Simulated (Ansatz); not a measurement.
```cif
data_structure
_symmetry_space_group_name_H-M 'P 1'
_symmetry_Int_Tables_number 1
_cell_length_a 4.0195
_cell_length_b 8.0399
_cell_length_c 5.6813
_cell_angle_alpha 90.000
_cell_angle_beta 90.000
_cell_angle_gamma 90.000
_cell_volume 183.60
loop_
_atom_site_label
_atom_site_type_symbol
_atom_site_fract_x
_atom_site_fract_y
_atom_site_fract_z
_atom_site_occupancy
Ga1 Ga 0.00000 0.75723 0.00451 1
As1 As 0.00000 0.50000 0.24981 1
Ga2 Ga 0.50000 0.50000 0.50426 1
As2 As 0.50000 0.75399 0.74999 1
Ga3 Ga 0.00000 0.24277 0.00451 1
P1 P 0.00000 0.00000 0.25001 1
Ga4 Ga 0.50000 0.00000 0.48692 1
As3 As 0.50000 0.24601 0.74999 1
```

Space group Pmm2.

These are results of DFT PBE, scalar-relativistic, plane waves, PAW (Ansatz), not measurements.

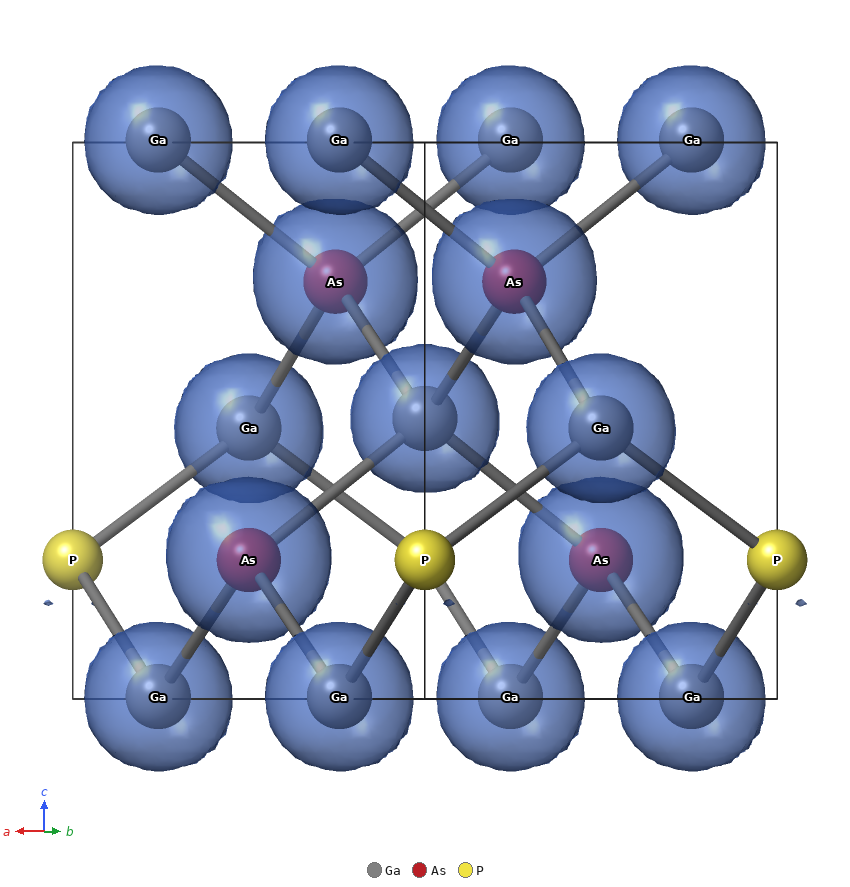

Ga₄As₃P. Isosurface of the valence charge density (pseudo) at 0.8 e/Å³ (blue), seen along [110]. Sticks mark near contacts.

The density is the valence pseudo-density of a PAW calculation; it isn't the true density close to the nuclei.

What does this surface tell about the bonding?

Answer. At this value the density breaks into separate islands; it holds about 70 % of the electrons treated as valence (semicore included). It bridges none of the near contacts. It is pinched off along the sampled Ga–P (2.40 Å) and Ga–As (2.47 Å) contacts. On the grid the lowest density along these lines, outside the cores, is 0.5 e/Å³ (Ga–P, 2.40 Å) and 0.46 e/Å³ (Ga–As, 2.47 Å).

Metal or insulator at this level of theory?

Answer. It is gapped, with a Kohn–Sham gap of 0.47 eV on the k-point mesh, an upper bound to the gap of this method.
